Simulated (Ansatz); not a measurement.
## Geometry relaxation, with input and output: C

- system: C (P6/mmm, 3 atoms in the cell)
- method: DFT, PBE, all-electron LAPW, scalar-relativistic, no spin polarisation (Ansatz 0.2.0)

It belongs to a series of runs on one base structure; here: omega relaxed under pressure, LAPW.

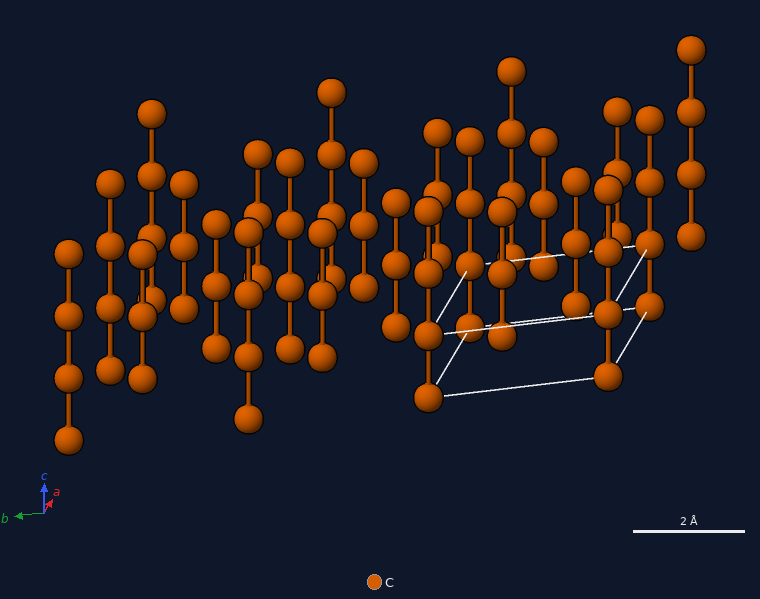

**Figure 1.** The starting structure (ball-and-stick view of the cell of the calculation, repeated 2 × 3 × 3, seen at an oblique angle).

## Key numbers

```json
{"quantity": "outcome", "value": "converged"}
{"quantity": "space group (tolerance 0.01 Å)", "value": "P6/mmm (191)"}
{"quantity": "electrons in bands (core shells apart)", "value": "18"}
{"quantity": "free energy", "value": "−3096.1904 eV"}
{"quantity": "Fermi energy", "value": "21.651 eV"}
{"quantity": "pressure", "value": "380.07 GPa"}
{"quantity": "final volume", "value": "12.18 Å³"}
{"quantity": "largest force (length of the vector) at the end", "value": "under 0.001 eV/Å"}
{"quantity": "final cell", "value": "a = 3.404 Å, b = 3.404 Å, c = 1.214 Å, α = 90.00°, β = 90.00°, γ = 120.00°"}
{"quantity": "hardware", "value": "1 thread of Intel Xeon @ 2.50GHz (Skylake/Cascade Lake), 192 GiB of memory available, shared host"}
{"quantity": "wall time", "value": "2.4 min"}
{"quantity": "peak memory", "value": "0.69 GiB"}
```

## Notes

The cell was relaxed to the target pressure of the input; what is minimised is then the enthalpy E + pV.

## Input
```yaml
crystal:
  lattice:
    - [3.4032952489, 0.0, 0.0]
    - [-1.7016476244, 2.9473401421, 0.0]
    - [0.0, 0.0, 1.2145531571]
  atoms:
    - { symbol: C, position: [0.0, 0.0, 0.0] }
    - { symbol: C, position: [0.3333333333, 0.6666666667, 0.5] }
    - { symbol: C, position: [0.6666666667, 0.3333333333, 0.5] }
kpoints:
  mp_grid: { grid: [14, 14, 19] }
scf:
  occupations: { method: fermi_dirac, width: 0.05 }
hamiltonian:
  xc: pbe
  pseudopotentials: { kind: all_electron, lapw: { basis_error: 0.0005 } }
output:
  forces: true
  stress: true
  eigenvalues: true
relax:
  f_tol: 0.005
  max_steps: 12
  cell: { p_target: 380.0, stress_tol: 0.19 }
```

Launch command:
```bash
ansatz run input.yaml --threads 1 --pin off --max-ram 3584MiB --backend cpu --events-out ev --progress --plain --runs-dir out
```

## Log
```
The last accepted step is kept in [file] (removed where the run ends without a failure and the disk answers)
LAPW: plane waves up to 14.853 Å⁻¹, error target 5.0e-4 eV per atom; small_component_spin mean_spin; C in spheres of 0.589 Å, 6 of its electrons in bands, Dirac shells [] (how accurate: hamiltonian.pseudopotentials.lapw.basis_error, Limitations)
Engine: ansatz 0.2.0, x86_64-unknown-linux-gnu
Pseudopotentials: kind: all_electron
Pseudopotential: C, LAPW, valence charge 6, lapw/all_electron/scalar/gaussian/C, Koelling and Harmon's equation, gaussian nucleus
Functional definition: PBE
  parameter kappa = 0.804
  parameter beta = 0.06672455060314922
  exchange = pbe_x(kappa = kappa, mu = beta*pi^2/3)
  correlation = pbe_c(beta = beta)
Crystal: 3 atoms, lattice volume = 12.183 Å³
Basis set: ecut = 840.4763136982165 eV, 641 PW (Γ), exchange–correlation at level 2
Bands: 13, of which v1, the nominal top of the filled ones, is band 9 counted from 1 (8 counted from 0)
Symmetry: 24 space group operations
Space group: P6/mmm (ITA 191), of the structure as read, at distance tolerance 2.3e-5 Å
k-points: 240 of 3724
Non-local potential: C, projectors of the file, none
Initial density: superposition of atomic densities (chi_scale 0.1, normalization cell)
Initial wavefunctions: plane waves of lowest kinetic energy (no species holds an atomic orbital)
Functional: x = pbe(κ = 0.804, μ = 0.2195149727645171), c = pbe(β = 0.06672455060314922)
iter 1 solved again at ethr=2.40e-2 eV; its pass at ethr=1.00e-1 eV (dr2=4.33e0 eV) is discarded
SCF iter   1: F=—  HF=-3098.330088 eV  |F-HF|=—  |Δ(HF+E_count)|=         —  Δρ=2.53e-1  dr2=4.34e0  ethr=2.40e-2  ⟨swp⟩=2.0  Hψ=21152  notcnv=0
preconditioner: auto → none  [metal: Δε(μ)=0.015 eV  Ē_g=19.424 eV  σ=0.050 eV  W_gap=0.08  n_scr=6 (ndim 8)  ℏωp=36.9 eV  f_vac=0.000  D(μ)=0.77/eV (n_scr^D=6)  sad-step TF]
SCF iter   2: F=—  HF=-3096.881950 eV  |F-HF|=—  |Δ(HF+E_count)|=    1.45e0  Δρ=1.45e-1  dr2=1.47e0  ethr=2.40e-2  ⟨swp⟩=2.0  Hψ=7924  notcnv=0  defer=1
iter 3 solved again at ethr=6.63e-6 eV; its pass at ethr=8.17e-3 eV (dr2=1.19e-3 eV) is discarded
SCF iter   3: F=—  HF=-3096.194814 eV  |F-HF|=—  |Δ(HF+E_count)|=   6.87e-1  Δρ=7.49e-3  dr2=1.24e-3  ethr=6.63e-6  ⟨swp⟩=3.0  Hψ=16843  notcnv=0  defer=28
SCF iter   4: F=—  HF=-3096.196293 eV  |F-HF|=—  |Δ(HF+E_count)|=         —  Δρ=1.80e-3  dr2=5.98e-4  ethr=6.63e-6  ⟨swp⟩=3.0  Hψ=8417  notcnv=0  defer=1
the basis was enlarged: its passes take 134.3 KiB over the memory plan, 1 of 1 planned eigensolver slots
SCF iter   5: F=—  HF=-3096.196153 eV  |F-HF|=—  |Δ(HF+E_count)|=   1.40e-4  Δρ=8.08e-4  dr2=1.19e-4  ethr=3.32e-6  ⟨swp⟩=3.0  Hψ=7875  notcnv=0
SCF iter   6: F=—  HF=-3096.196124 eV  |F-HF|=—  |Δ(HF+E_count)|=   2.92e-5  Δρ=2.46e-4  dr2=1.00e-5  ethr=6.59e-7  ⟨swp⟩=2.0  Hψ=7029  notcnv=0
SCF iter   7: F=—  HF=-3096.196122 eV  |F-HF|=—  |Δ(HF+E_count)|=   2.17e-6  Δρ=3.44e-5  dr2=1.90e-7  ethr=5.57e-8  ⟨swp⟩=2.0  Hψ=7040  notcnv=0
SCF iter   8: F=-3096.196122 eV  HF=-3096.196122 eV  |F-HF|=3.92e-10  |Δ(HF+E_count)|=   3.17e-8  Δρ=2.84e-6  dr2=7.93e-10  ethr=1.05e-9  ⟨swp⟩=2.8  Hψ=7386  notcnv=0
SCF 1 converged in 8 iterations: F = -3096.196122 eV  dr2 = 7.93e-10
relax step   1: F+E_penalty+E_count = -3096.19612184 eV  Δ(F+E_penalty+E_count) = +0.000e0 eV  max|allowed force component| = 8.095e-18 eV/Å  Δτ_max = 0.0000 Å  P = +379.314 GPa  Ω = 12.183 Å³  (8 SCF iters, accepted)
Crystal: 3 atoms, lattice volume = 12.179 Å³
Basis set: ecut = 840.6469080367632 eV, 641 PW (Γ), exchange–correlation at level 2
Initial density: handed on by an earlier stage of this run
Initial wavefunctions: those handed on with the density
iter 1 solved again at ethr=6.99e-9 eV; its pass at ethr=1.00e-1 eV (dr2=1.26e-6 eV) is discarded
SCF iter   1: F=—  HF=-3096.187353 eV  |F-HF|=—  |Δ(HF+E_count)|=         —  Δρ=2.29e-4  dr2=3.81e-6  ethr=6.99e-9  ⟨swp⟩=4.2  Hψ=17024  notcnv=0
preconditioner: auto → none  [metal: Δε(μ)=0.010 eV  Ē_g=19.188 eV  σ=0.050 eV  W_gap=0.05  n_scr=6 (ndim 8)  ℏωp=36.9 eV  f_vac=0.000  D(μ)=0.88/eV (n_scr^D=6)]
SCF iter   2: F=—  HF=-3096.187351 eV  |F-HF|=—  |Δ(HF+E_count)|=   1.62e-6  Δρ=7.65e-5  dr2=4.32e-7  ethr=6.99e-9  ⟨swp⟩=3.0  Hψ=8123  notcnv=0
iter 3 solved again at ethr=1.78e-10 eV; its pass at ethr=2.40e-9 eV (dr2=3.21e-8 eV) is discarded
SCF iter   3: F=-3096.187351 eV  HF=-3096.187351 eV  |F-HF|=2.99e-8  |Δ(HF+E_count)|=   1.79e-7  Δρ=1.26e-5  dr2=3.23e-8  ethr=1.78e-10  ⟨swp⟩=2.0  Hψ=13781  notcnv=0
SCF 2 converged in 3 iterations: F = -3096.187351 eV  dr2 = 3.23e-8
relax step   2: F+E_penalty+E_count = -3096.18735104 eV  Δ(F+E_penalty+E_count) = +8.771e-3 eV  max|allowed force component| = 5.011e-18 eV/Å  Δτ_max = 0.0000 Å  P = +380.029 GPa  Ω = 12.179 Å³  (3 SCF iters, accepted)
Crystal: 3 atoms, lattice volume = 12.180 Å³
Basis set: ecut = 840.5880453510155 eV, 641 PW (Γ), exchange–correlation at level 2
iter 1 solved again at ethr=1.42e-9 eV; its pass at ethr=1.00e-1 eV (dr2=2.55e-7 eV) is discarded
SCF iter   1: F=—  HF=-3096.190390 eV  |F-HF|=—  |Δ(HF+E_count)|=         —  Δρ=1.19e-4  dr2=1.01e-6  ethr=1.42e-9  ⟨swp⟩=4.7  Hψ=18018  notcnv=0
preconditioner: auto → none  [metal: Δε(μ)=0.010 eV  Ē_g=19.189 eV  σ=0.050 eV  W_gap=0.05  n_scr=6 (ndim 8)  ℏωp=36.9 eV  f_vac=0.000  D(μ)=0.88/eV (n_scr^D=6)]
SCF iter   2: F=—  HF=-3096.190389 eV  |F-HF|=—  |Δ(HF+E_count)|=   4.21e-7  Δρ=4.16e-5  dr2=1.36e-7  ethr=1.42e-9  ⟨swp⟩=3.0  Hψ=8366  notcnv=0
SCF iter   3: F=-3096.190389 eV  HF=-3096.190389 eV  |F-HF|=7.46e-8  |Δ(HF+E_count)|=   3.42e-8  Δρ=2.01e-5  dr2=8.06e-8  ethr=7.55e-10  ⟨swp⟩=3.0  Hψ=8154  notcnv=0
SCF 3 converged in 3 iterations: F = -3096.190389 eV  dr2 = 8.06e-8
relax step   3: F+E_penalty+E_count = -3096.19038930 eV  Δ(F+E_penalty+E_count) = -3.038e-3 eV  max|allowed force component| = 1.542e-18 eV/Å  Δτ_max = 0.0000 Å  P = +380.072 GPa  Ω = 12.180 Å³  (3 SCF iters, accepted)
iter 1 solved again at ethr=4.47e-10 eV; its pass at ethr=1.00e-1 eV (dr2=8.05e-8 eV) is discarded
SCF iter   1: F=—  HF=-3096.190390 eV  |F-HF|=—  |Δ(HF+E_count)|=         —  Δρ=2.01e-5  dr2=8.07e-8  ethr=4.47e-10  ⟨swp⟩=2.6  Hψ=12702  notcnv=0
SCF iter   2: F=-3096.190390 eV  HF=-3096.190390 eV  |F-HF|=2.89e-8  |Δ(HF+E_count)|=   1.40e-8  Δρ=1.22e-5  dr2=3.09e-8  ethr=4.47e-10  ⟨swp⟩=3.0  Hψ=8207  notcnv=0
SCF 4 converged in 2 iterations: F = -3096.190390 eV  dr2 = 3.09e-8
relax step   4: F+E_penalty+E_count = -3096.19038978 eV  Δ(F+E_penalty+E_count) = -4.807e-7 eV  max|allowed force component| = 2.313e-18 eV/Å  Δτ_max = 0.0000 Å  P = +380.072 GPa  Ω = 12.180 Å³  stress off target by 1.09e-1 GPa  SCF on the basis re-selected at this cell (its energy is not comparable with the rows above)  (2 SCF iters)
```

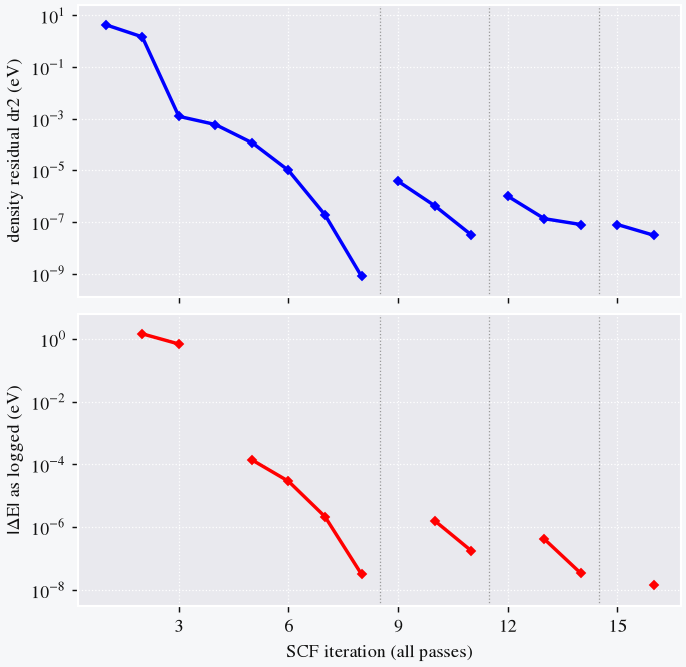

**Figure 2.** Convergence of the self-consistent field: density residual dr2 and size of the energy change against the SCF iteration. The dotted lines part the SCF passes of the relaxation: geometry steps, rejected trials and re-solves on a re-selected basis. The passes take 8, 3, 3 and 2 iterations.

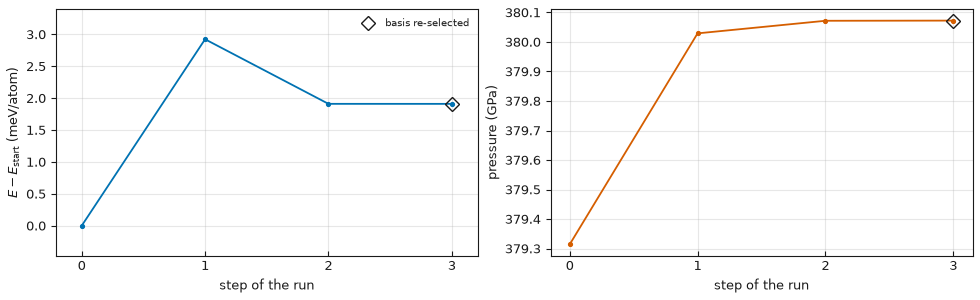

**Figure 3.** Progress of the relaxation, step by step (the first geometry is step 0 here and step 1 in the log). The energy rises by 1.9 meV per atom in 2 geometry steps. All forces vanish by symmetry, so only the cell relaxes. Pressure: 379.31 GPa at the start and 380.07 GPa at the end. The atoms keep their places relative to the cell (all moves are under 0.005 Å). The space group stays P6/mmm (No. 191). A last SCF at the same geometry on a re-selected plane-wave basis shifts the energy by next to nothing (0.0 meV per atom). (Atoms are counted from 1 in the order of the input.)

```
basis re-selected at this cell: Δ(F+E_penalty+E_count) = -4.807e-7 eV, ΔP = +0.001 GPa vs the last step (what re-selecting the basis moved, after the strain that the cell walked since its last selection, with what the two solves' SCF thresholds leave and, on support functions, any second-order correction that the steps lacked; it is no measure of the basis error at this ecutwfc). This SCF's stress stands 1.09e-1 GPa from its target on what of the cell is left free (relax.cell.stress_tol is 1.90e-1 GPa) and its largest allowed force component is 2.31e-18 eV/Å (relax.f_tol is 5.00e-3 eV/Å): within both
SCF converged after 2 iterations
Free energy (F): -3096.190390 eV
Harris-Foulkes:  -3096.190390 eV  (|F-HF|=2.89e-8)
Internal energy: -3096.183409 eV  (E = F + TS)
E sigma→0 (E₀):  -3096.186899 eV
Entropy (-TS):   -0.006981 eV (-2.327 meV/atom)
Fermi energy:    21.650835 eV
--- Per-component energies (eV) ---
  E_band       = -1352.385488
  E_kinetic    = 3170.650048
  E_xc         = -455.124621
  E_electrostatic = -5811.708836  (all electrons and nuclei)
  E_smearing   = -0.006981  (= −TS)
  E_closure    = 0.000000  (closes the sum)
  E_atoms      = -3082.898471  (free atoms, spherical and without spin; not in F)
  Σ components = -3096.190390   (vs F -3096.190390, Δ=0.00e0)
  Basis errors (estimates in eV, not in F): energy 3.4e-4 per atom: plane waves 3.3e-4 (2.1e-4 summed), levels above the bands 9.7e-104, relativity 4.9e-8, radial functions 5.6e-6, core shells 0.0e0; eigenvalues (radial functions only) 4.8e-7; not estimated: angular momenta, meshes, grids; target (lapw.basis_error) 5.0e-4; muffin-tin radii C 0.589 Å
--- Forces (eV/Å), atoms counted from 1 ---
  atom   1  C      0.00000000    -0.00000000     0.00000000
  atom   2  C      0.00000000    -0.00000000     0.00000000
  atom   3  C     -0.00000000    -0.00000000     0.00000000
  max |Σ_I F_I| component: 1.16e-18 eV/Å
--- Stress (GPa, compression-positive) ---
      380.108992      -0.000000       0.000000
       -0.000000     380.108992       0.000000
        0.000000       0.000000     379.999007
  P = ⅓ Tr σ = 380.0723 GPa (3800.723 kbar)
--- Band table (eV; the first three rows and the last of 240) ---
  k-point 0: bands = ["-245.2597", "-245.1194", "-245.1191", "-5.7937", "6.5903", "6.6479", "8.5200", "8.5200", "8.5416", "8.5416", "23.9858", "23.9858", "46.0380"]
  k-point 1: bands = ["-245.2567", "-245.1164", "-245.1161", "-5.5897", "6.6855", "6.7438", "8.7921", "8.7921", "8.8130", "8.8130", "24.2336", "24.2336", "45.3085"]
  k-point 2: bands = ["-245.2481", "-245.1079", "-245.1076", "-4.9820", "6.9638", "7.0245", "9.6076", "9.6076", "9.6260", "9.6260", "24.9723", "24.9723", "43.3465"]
  k-point 239: bands = ["-245.1510", "-245.0105", "-245.0105", "8.7003", "8.7585", "9.0516", "24.6578", "24.8625", "26.1902", "28.5596", "30.3429", "30.6597", "35.6156"]
--- Relaxed structure (3 steps of the walk, 3 accepted, 1 SCFs on fresh bases) ---
  F+E_penalty+E_count = -3096.19038978 eV   max|allowed force component| = 2.313e-18 eV/Å   (the final SCF, on the basis selected at the relaxed cell)
  cell:  # Å, volume = 12.1804 Å³
    - [3.4036252943685152, -2.887023914715672e-11, -1.7803470084338066e-34]
    - [-1.7018126471592554, 2.9476259699008573, -1.9879012046383134e-34]
    - [-6.353624712900233e-35, -1.1860099464080432e-34, 1.2140755168830186]
  atoms:
    - { symbol: C, position: [-6.901572619846453e-39, 1.1344562264396277e-36, -5.161818704876457e-37] }
    - { symbol: C, position: [0.3333333333333333, 0.6666666666666666, 0.49999999999999994] }
    - { symbol: C, position: [0.6666666666666666, 0.33333333333333337, 0.49999999999999994] }
```

## Trajectory as extended XYZ (Å, eV, eV/Å), 4 frames, from step=1 to step=4
```
3
Lattice="3.4033 0.0000 0.0000 -1.7016 2.9473 0.0000 0.0000 0.0000 1.2146" Properties=species:S:1:pos:R:3:forces:R:3 step=1 energy=-3096.19612 pressure_GPa=379.31
C     0.0000    0.0000    0.0000    0.0000   0.0000   0.0000
C     0.0000    1.9649    0.6073    0.0000   0.0000   0.0000
C     1.7016    0.9824    0.6073    0.0000   0.0000   0.0000
3
Lattice="3.4033 0.0000 0.0000 -1.7016 2.9473 0.0000 0.0000 0.0000 1.2142" Properties=species:S:1:pos:R:3:forces:R:3 step=2 energy=-3096.18735 pressure_GPa=380.03
C     0.0000    0.0000    0.0000    0.0000   0.0000   0.0000
C     0.0000    1.9649    0.6071    0.0000   0.0000   0.0000
C     1.7016    0.9824    0.6071    0.0000   0.0000   0.0000
3
Lattice="3.4036 0.0000 0.0000 -1.7018 2.9476 0.0000 0.0000 0.0000 1.2141" Properties=species:S:1:pos:R:3:forces:R:3 step=3 energy=-3096.19039 pressure_GPa=380.07
C     0.0000    0.0000    0.0000    0.0000   0.0000   0.0000
C     0.0000    1.9651    0.6070    0.0000   0.0000   0.0000
C     1.7018    0.9825    0.6070    0.0000   0.0000   0.0000
3
Lattice="3.4036 0.0000 0.0000 -1.7018 2.9476 0.0000 0.0000 0.0000 1.2141" Properties=species:S:1:pos:R:3:forces:R:3 step=4 energy=-3096.19039 pressure_GPa=380.07
C     0.0000    0.0000    0.0000    0.0000   0.0000   0.0000
C     0.0000    1.9651    0.6070    0.0000   0.0000   0.0000
C     1.7018    0.9825    0.6070    0.0000   0.0000   0.0000
```
